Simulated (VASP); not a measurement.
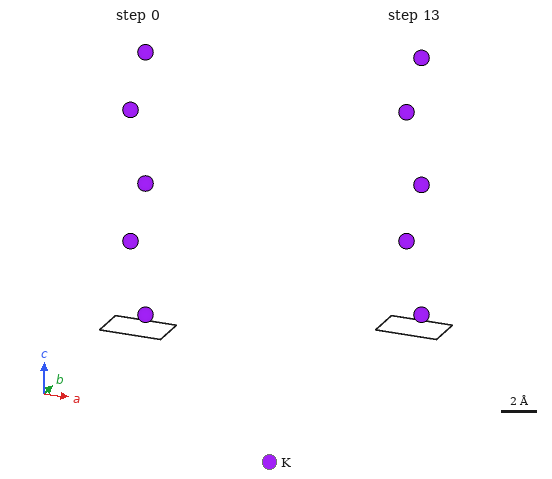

The structure of a slab of composition K before (left) and after (right) a relaxation, at one scale.

The picture is a ball-and-stick view of the cell of the calculation, outlined in the plane, without the vacuum, seen slightly off an axis.

The run lets the atoms move in a fixed cell. 2 atoms are held fixed.

Method: Kohn-Sham DFT of a periodic cell, PBE, VASP PAW PBE potentials, recommended (VASP 6.6.1).

The input:
```
PREC = Accurate
ENCUT = 520
EDIFF = 1E-6
ISMEAR = -1
SIGMA = 0.05
LREAL = F
LASPH = T
NELM = 60
ALGO = Normal
ISIF = 2
LWAVE = F
LCHARG = F
LDIPOL = T
IDIPOL = 3
DIPOL = 0.5 0.5 0.500
GGA = PE
IBRION = 2
NSW = 60
EDIFFG = -0.005
```

Run as
```bash
cat potpaw_PBE.64/K_sv/POTCAR > POTCAR
mpirun -np 1 vasp_std > vasp.out
```

What changed between the two?

A K atom moves most: 0.34 Å along the normal (−c). The cell doesn't change. Over 13 geometry steps the energy falls by 6.4 meV per cell of the calculation. Largest force component: 0.049 eV/Å at the start, 0.048 eV/Å at the end. It ran on 1 thread of AMD EPYC 7571, on a shared host.
